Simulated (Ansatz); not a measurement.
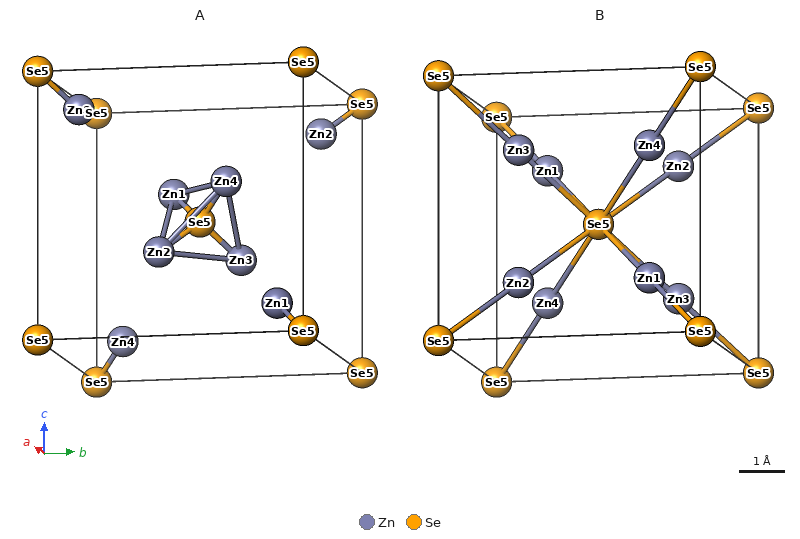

Two geometries of a crystal of Zn4Se (a generated structure, set up in I-43m) (coarse preliminary run), drawn at one scale. One is the start of a relaxation, the other its converged end. A ball-and-stick model of the conventional cell (2 times the calculation's cell), seen from a free direction. Lengths and directions refer to the drawn axes.

Method: DFT PBE, scalar-relativistic, plane waves, PAW in Ansatz. Set-up: plane-wave cutoff 420 eV; k-point mesh 4 × 4 × 4; occupations gaussian; smearing width 0.1 eV; no spin polarisation; cell and atoms relaxed; force threshold 0.04 eV/Å; at most 70 steps.

### Which one is relaxed?

Structure B is the relaxed one. After 10 accepted moves (12 points after the start) the energy has fallen by 20789 meV per atom. Largest force component: 59 eV/Å at the start, 0.0046 eV/Å at the end. The pressure goes from 246.21 to −0.15 GPa. The SCF was repeated twice at an unchanged geometry on a basis and grid sized afresh for the cell, which shifted the energy by 0.7 meV per atom at most. The largest moves relative to the cell, 1.29 Å, are those of Zn1, Zn2, Zn3 and Zn4. Zn4 goes along [1 1 1]. Se stays in place. Cell: a = b = c 6.142 → 6.054 Å (−1.4 %). Volume −4.2 %. Some distances before and after: Zn1–Zn2 2.204 → 4.285 Å, Zn1–Se5 3.970 → 2.619 Å, Zn1–Se5 (another image) 1.349 → 2.624 Å. New bonds form: Zn1–Se5 (3.97 → 2.62 Å), Zn2–Se5 (3.97 → 2.62 Å), Zn3–Se5 (3.97 → 2.62 Å), Zn4–Se5 (3.97 → 2.62 Å). Bonds break: Zn1–Zn2 (2.20 → 4.28 Å), Zn1–Zn3 (2.20 → 4.28 Å), Zn1–Zn4 (2.20 → 4.28 Å), Zn2–Zn3 (2.20 → 4.28 Å). The space group (tolerance 0.01 Å) goes from I-43m (No. 217) to Im-3m (No. 229).
